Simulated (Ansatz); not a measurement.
Consider Al.

```
Al
1.0
     2.02398    0.00000   -2.02398
    -2.02398    2.02398    0.00000
    24.28776   24.28776   24.28776
Al
18
Direct
  0.00000 0.00000 0.69444
  0.33333 0.66667 0.36111
  0.66667 0.33333 0.02777
  0.33333 0.66667 0.97222
  0.66667 0.33333 0.63888
  0.00000 0.00000 0.30555
  0.66667 0.33333 0.74999
  0.00000 0.00000 0.41666
  0.33333 0.66667 0.08333
  0.00000 0.00000 0.86111
  0.33333 0.66667 0.52777
  0.66667 0.33333 0.19444
  0.33333 0.66667 0.80555
  0.66667 0.33333 0.47222
  0.00000 0.00000 0.13888
  0.66667 0.33333 0.91666
  0.00000 0.00000 0.58333
  0.33333 0.66667 0.24999
```

Space group R-3m.

Level of theory: DFT PBEsol, scalar-relativistic, plane waves, PAW in Ansatz.

What can the converged valence pseudo-density and electron localisation function tell about the bonding?

Al–Al (2.86 Å): ρ is about 0.2 e/Å³ halfway; the ELF peaks at about 0.65 between the atoms.

Metal or insulator at this level of theory?

It is metallic or semimetallic at this level of theory: no gap opens.

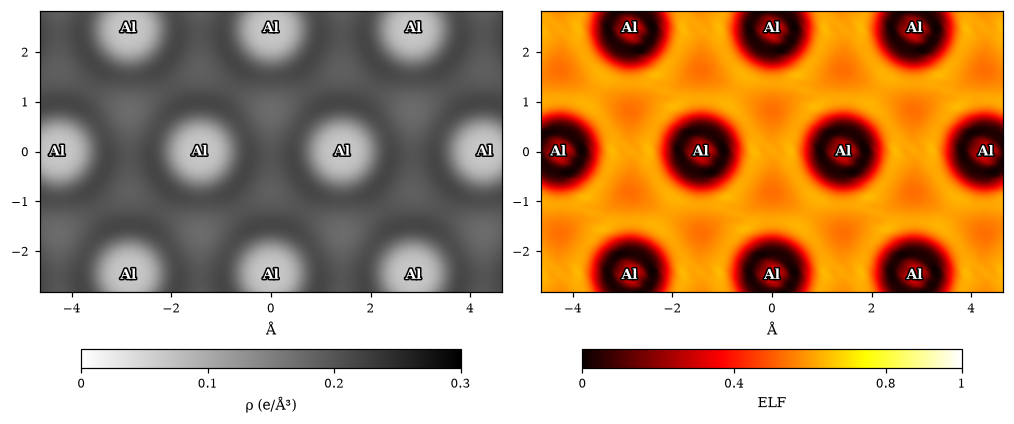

Computed valence pseudo-density and electron localisation function on the (001) plane of the conventional cell, in this order. 

Core electrons are frozen (PAW), and the valence fields are smoothed inside the atomic spheres.
